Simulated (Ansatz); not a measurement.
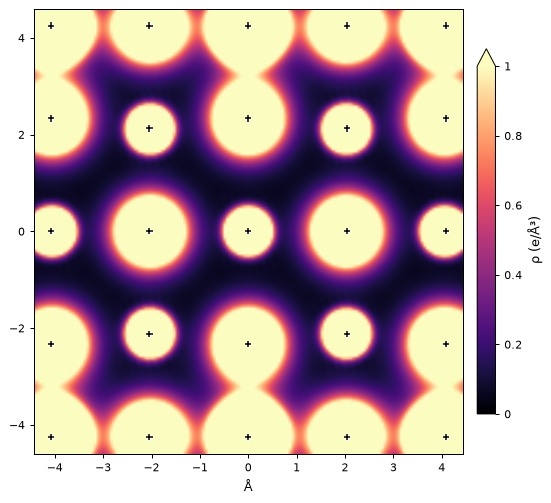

The valence pseudo-density on a plane through atoms (crosses mark nuclei in the plane).

Theory: Ansatz 0.2.0, DFT PBEsol, scalar-relativistic, plane waves, PAW.

Candidates:
A. Li3TaO4, a = 4.08 Å, b = 4.08 Å, c = 8.51 Å, α = 90.00°, β = 90.00°, γ = 90.00°. Space group I4/mmm; a structure from a database of computed crystals, not necessarily the ambient phase.
B. W, a = 3.15 Å, b = 3.15 Å, c = 3.15 Å, α = 90.00°, β = 90.00°, γ = 90.00°. Space group Im-3m.
C. MgO2, a = 3.17 Å, b = 3.17 Å, c = 10.37 Å, α = 90.00°, β = 90.00°, γ = 120.00°. Space group R-3m; a structure from a database of computed crystals, not necessarily the ambient phase.

Which system is this?

Candidate A: Li3TaO4 on the (100) plane of the conventional cell, which holds Li, Ta and O. Ta–O (1.92 Å): ρ is about 1.1 e/Å³ halfway. Li–O (2.04 Å): ρ is about 0.3 e/Å³ halfway.
